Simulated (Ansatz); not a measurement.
**Single-point calculation of Au**

The run: single-point calculation of Au (P2₁/m, 6 atoms in the cell). Method and program: DFT PBEsol, scalar-relativistic, plane waves, PAW, no spin polarisation (Ansatz 0.2.0).

The structure derives from an entry of the Crystallography Open Database. It belongs to a series of runs on one base structure; here: the crystal above the cut slid by 0.1 of the vector 1 a1 + 0 a2 (2.888 Å). Figures and captions count atoms from 1; the log counts them from 0 in places.

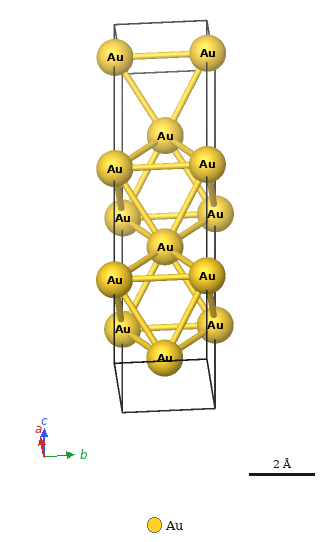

Figure 1. The structure (ball-and-stick view of the cell of the calculation, seen at an oblique angle). An atom can appear more than once, as a periodic image. Near neighbours in the periodic cell (some may lie outside the picture): Au has 12 Au at 2.75 to 3.04 Å.

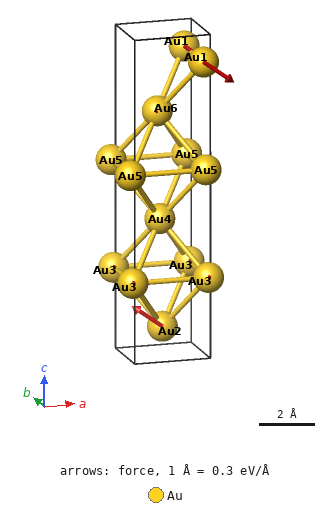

Figure 2. Forces on the atoms as red arrows (ball-and-stick view of the cell of the calculation, seen slightly off an axis; atoms are numbered from 1 in the order of the input); the smallest are left out. The largest act on Au1, Au2 (0.43 eV/Å). The geometry is not a stationary point of this energy.

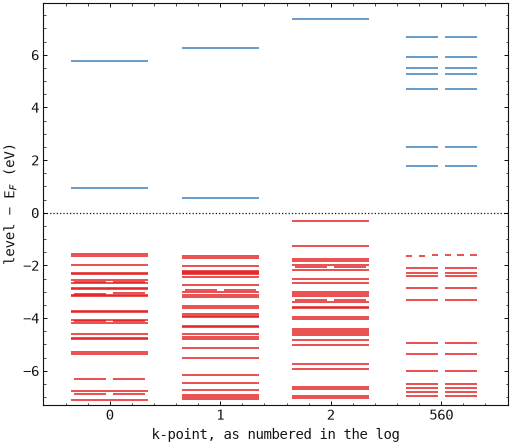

Figure 3. Kohn–Sham levels near the Fermi level (dotted) at the few k-points that the log prints; levels within 0.02 eV of each other stand side by side. The system is metallic on the full mesh.

The input that produced these results follows, with the program's output.

## Input
```yaml
crystal:
  lattice:
    - [-2.0419343853, -2.0419343853, 0.0]
    - [2.0419343853, -2.0419343853, 0.0]
    - [-0.2041934385, -0.2041934385, 12.2516063121]
  atoms:
    - { symbol: Au, position: [-0.091665, 0.0, 0.91665] }
    - { symbol: Au, position: [0.4916683333, 0.5, 0.0833166667] }
    - { symbol: Au, position: [-0.0249983333, 0.0, 0.2499833333] }
    - { symbol: Au, position: [0.458335, 0.5, 0.41665] }
    - { symbol: Au, position: [-0.0583316667, 0.0, 0.5833166667] }
    - { symbol: Au, position: [0.4250016667, 0.5, 0.7499833333] }
basis:
  ecutwfc: 420
kpoints:
  mp_grid: { grid: [20, 20, 5] }
hamiltonian:
  xc: pbesol
scf:
  occupations: { method: gaussian, width: 0.15 }
output:
  forces: true
  stress: true
  eigenvalues: true
```

Launch command:
```bash
ansatz run input.yaml --threads 2 --pin off --max-ram 5120MiB --backend cpu --events-out ev --progress --plain --runs-dir out
```

## What the program printed
```
Engine: ansatz 0.2.0, aarch64-unknown-linux-gnu
Pseudopotentials: kind: paw
Pseudopotential: Au, paw, valence charge 19, recommended cutoff 420 eV (normal), Au.paw.azcp
Functional definition: PBEsol
  exchange = pbesol_x
  correlation = pbesol_c
Crystal: 6 atoms, lattice volume = 102.166 Å³
Basis set: ecut = 420 eV, 1993 PW (Γ), exchange–correlation on 40×40×180 points (8 copies of the dense FFT grid, shifted against one another)
Bands: 69, of which v1, the nominal top of the filled ones, is band 57 counted from 1 (56 counted from 0)
Symmetry: 4 space group operations
Space group: P21/m (ITA 11), of the structure as read, at distance tolerance 4.7e-5 Å
k-points: 561 of 2000
Non-local potential: Au, projectors of the file, l = 0: 3, l = 1: 2, l = 2: 2, l = 3: 1
PAW form: soft (Blöchl's): semilocal exchange-correlation on the pseudo side does not see the compensation charge
PAW frozen core: Au, regenerated for the run's functional, and the local potential with it (the file was generated under x = pbe(κ = 0.804, μ = 0.2195149727645171), c = pbe(β = 0.06672455060314922))
PAW one-centre angular grid: Au, 590 points (default); XC on 64 Gauss nodes
Initial density: superposition of atomic densities (neutral atoms: chi_scale 0, normalization atom), corrected by the library's trained network
Initial wavefunctions: pseudopotential atomic-orbital guess
Functional: x = pbesol(κ = 0.804, μ = 0.12345679012345678), c = pbesol(β = 0.046)
SCF iter   1: F=—  HF=-78042.568954 eV  |F-HF|=—  |Δ(HF+E_count)|=         —  Δρ=6.34e-3  dr2=3.92e-2  ethr=1.77e-3  ⟨swp⟩=5.4  Hψ=122879  notcnv=0  defer=979
preconditioner: auto → Kerker (q_TF=auto, 2.779 Å⁻¹)  [metal: Δε(μ)=0.007 eV  Ē_g=10.865 eV  σ=0.150 eV  W_gap=0.02  n_scr=38 (ndim 8)  ℏωp=29.8 eV  f_vac=0.000  D(μ)=1.77/eV (n_scr^D=6)]
SCF iter   2: F=—  HF=-78042.562644 eV  |F-HF|=—  |Δ(HF+E_count)|=   6.31e-3  Δρ=2.77e-3  dr2=7.20e-3  ethr=3.44e-5  ⟨swp⟩=2.4  Hψ=61386  notcnv=0  defer=1010
SCF iter   3: F=—  HF=-78042.560651 eV  |F-HF|=—  |Δ(HF+E_count)|=   1.99e-3  Δρ=5.77e-4  dr2=3.45e-4  ethr=6.31e-6  ⟨swp⟩=2.0  Hψ=51038  notcnv=0  defer=1010
SCF iter   4: F=—  HF=-78042.560676 eV  |F-HF|=—  |Δ(HF+E_count)|=   2.49e-5  Δρ=9.42e-5  dr2=5.05e-5  ethr=3.02e-7  ⟨swp⟩=2.9  Hψ=66555  notcnv=0  defer=1010
SCF iter   5: F=—  HF=-78042.560659 eV  |F-HF|=—  |Δ(HF+E_count)|=   1.77e-5  Δρ=3.46e-5  dr2=1.25e-5  ethr=4.43e-8  ⟨swp⟩=1.0  Hψ=35806  notcnv=0  defer=1010
SCF iter   6: F=—  HF=-78042.560658 eV  |F-HF|=—  |Δ(HF+E_count)|=   9.39e-7  Δρ=1.75e-5  dr2=4.13e-7  ethr=1.10e-8  ⟨swp⟩=1.0  Hψ=35816  notcnv=0  defer=1010
SCF iter   7: F=-78042.560658 eV  HF=-78042.560658 eV  |F-HF|=7.07e-8  |Δ(HF+E_count)|=   1.74e-8  Δρ=6.56e-6  dr2=9.06e-8  ethr=8.77e-11  ⟨swp⟩=10.2  Hψ=171740  notcnv=0
SCF 1 converged in 7 iterations: F = -78042.560658 eV  dr2 = 9.06e-8
  greatest PAW one-centre occupation: 1.001 electrons in one spin orbital (limit 2), on the Au atom at site 5 (counted from 0), in its partial waves of l = 0
SCF converged after 7 iterations
Free energy (F): -78042.560658 eV
Harris-Foulkes:  -78042.560658 eV  (|F-HF|=7.07e-8)
Internal energy: -78042.541054 eV  (E = F + TS)
E sigma→0 (E₀):  -78042.550856 eV
Entropy (-TS):   -0.019604 eV (-3.267 meV/atom)
Fermi energy:    20.476169 eV
--- Per-component energies (eV) ---
  E_band       = -1260.343773
  E_kinetic    = 3628.240257
  E_local      = -10240.048854  (includes V_loc(G=0)·N_el)
  E_nonlocal   = 465.737095
  E_hartree    = 4357.597780
  E_xc         = -1359.793314
  E_vxc        = -1648.052726  (∫ρ·V_xc dr)
  E_paw        = -57394.248781  (= ΣΔE_a)
  E_vpaw       = -2181.402102  (= ΣTr[D̂ρ^β])
  E_aug_tail   = 0.008559  (compensation charges beyond the density's cutoff)
  E_ewald      = -17501.890670
  E_core_change = 1.856874  (= ΣΔE_core)
  E_smearing   = -0.019604  (= −TS)
  E_closure    = 0.000000  (closes the sum)
  Σ components = -78042.560658   (vs F -78042.560658, Δ=0.00e0)
--- Forces (eV/Å), atoms counted from 1 ---
  atom   1  Au    -0.24577765    -0.24577765    -0.25945340
  atom   2  Au     0.24577765     0.24577765     0.25945340
  atom   3  Au    -0.02269952    -0.02269952     0.00916611
  atom   4  Au    -0.00054409    -0.00054409     0.00145065
  atom   5  Au     0.00054409     0.00054409    -0.00145065
  atom   6  Au     0.02269952     0.02269952    -0.00916611
  max |Σ_I F_I| component: 5.20e-17 eV/Å
--- Stress (GPa, compression-positive) ---
        0.197479      -0.302320       0.622815
       -0.302320       0.197479       0.622815
        0.622815       0.622815       0.658639
  P = ⅓ Tr σ = 0.3512 GPa (3.512 kbar)
--- Band table (eV; the first three rows and the last of 561) ---
  k-point 0: bands = ["-85.0287", "-85.0203", "-85.0185", "-85.0131", "-85.0099", "-85.0058", "-36.5474", "-36.4939", "-36.4793", "-36.4117", "-36.4024", "-36.3885", "-36.3876", "-36.3846", "-36.3842", "-36.3759", "-36.3675", "-36.3445", "-36.3437", "-36.3423", "-36.3376", "-36.3218", "-36.3206", "-36.3206", "10.5285", "11.7652", "11.7691", "13.3769", "13.5743", "13.5847", "13.7113", "14.1445", "14.1622", "15.1102", "15.1867", "15.6823", "15.7356", "15.8758", "16.2885", "16.3484", "16.3650", "16.3856", "16.7136", "16.7591", "17.3136", "17.3419", "17.4081", "17.4212", "17.5769", "17.6075", "17.8033", "17.8341", "17.8393", "17.9086", "18.1687", "18.2010", "18.4750", "18.8207", "18.8988", "21.4147", "26.2502", "30.4227", "30.4936", "32.4819", "32.5660", "32.7862", "32.8551", "32.8624", "32.9876"]
  k-point 1: bands = ["-85.0287", "-85.0206", "-85.0179", "-85.0135", "-85.0096", "-85.0059", "-36.5460", "-36.5043", "-36.4659", "-36.4111", "-36.4049", "-36.3977", "-36.3934", "-36.3862", "-36.3779", "-36.3729", "-36.3579", "-36.3513", "-36.3479", "-36.3357", "-36.3342", "-36.3239", "-36.3215", "-36.3214", "10.5808", "11.3402", "12.2493", "13.3944", "13.4653", "13.5725", "13.7295", "13.9995", "14.3316", "14.9444", "15.3296", "15.6725", "15.7581", "15.8814", "16.1204", "16.1882", "16.5205", "16.5725", "16.6160", "16.8571", "16.9241", "17.2745", "17.3418", "17.4750", "17.5296", "17.5351", "17.7379", "18.0199", "18.1435", "18.1821", "18.2441", "18.2801", "18.4660", "18.7758", "18.8480", "21.0367", "26.7163", "30.5332", "30.5963", "30.8830", "32.0481", "32.0503", "33.6032", "33.7638", "34.4054"]
  k-point 2: bands = ["-85.0286", "-85.0210", "-85.0171", "-85.0143", "-85.0092", "-85.0060", "-36.5430", "-36.5143", "-36.4463", "-36.4218", "-36.4098", "-36.3988", "-36.3977", "-36.3899", "-36.3693", "-36.3664", "-36.3602", "-36.3569", "-36.3417", "-36.3307", "-36.3300", "-36.3299", "-36.3239", "-36.3231", "10.7367", "10.9923", "12.7435", "13.1771", "13.4436", "13.5121", "13.7844", "13.8756", "14.5270", "14.7376", "15.4601", "15.6325", "15.8201", "15.9160", "15.9686", "16.0563", "16.4572", "16.5069", "16.8441", "16.8828", "17.0683", "17.1473", "17.1504", "17.3156", "17.3900", "17.4681", "17.8254", "17.9443", "18.3167", "18.4003", "18.4054", "18.4888", "18.6291", "18.7083", "19.1992", "20.1816", "27.8385", "29.2783", "30.8568", "30.8947", "31.3723", "31.4163", "34.3776", "34.7292", "35.2048"]
  k-point 560: bands = ["-85.0148", "-85.0148", "-85.0053", "-85.0053", "-85.0044", "-85.0044", "-36.5365", "-36.5365", "-36.5195", "-36.5195", "-36.4791", "-36.4791", "-36.4646", "-36.4646", "-36.4215", "-36.4215", "-36.4130", "-36.4130", "-36.4056", "-36.4056", "-36.4049", "-36.4049", "-36.4018", "-36.4018", "13.5102", "13.5102", "13.6709", "13.6709", "13.8194", "13.8194", "13.9628", "13.9628", "14.4732", "14.4732", "15.0962", "15.0962", "15.5114", "15.5114", "17.1475", "17.1475", "17.6115", "17.6115", "18.0850", "18.0850", "18.1935", "18.1935", "18.3711", "18.3711", "18.8501", "18.8501", "18.8595", "18.8595", "18.8608", "18.8608", "22.2398", "22.2398", "22.9630", "22.9630", "25.1694", "25.1694", "25.7506", "25.7507", "25.9777", "25.9777", "26.4054", "26.4054", "27.1514", "27.1514", "29.4588"]
```

## Key numbers

| quantity | value |
| --- | --- |
| outcome | converged |
| space group (tolerance 0.01 Å) | P2₁/m (11) |
| electrons treated | 114 |
| free energy | −78042.5607 eV |
| Fermi energy | 20.476 eV |
| gap on the k-point mesh | none (metallic) |
| pressure | 0.35 GPa |
| largest force (length of the vector) | 0.434 eV/Å |
| hardware | 2 threads of Arm Neoverse V2, 24 GiB of memory available, shared host |
| wall time | 82 s (CPU time 2.7 min) |
| peak memory | 2.3 GiB |

## Remarks

Spin–orbit coupling is left out, which matters for Au.
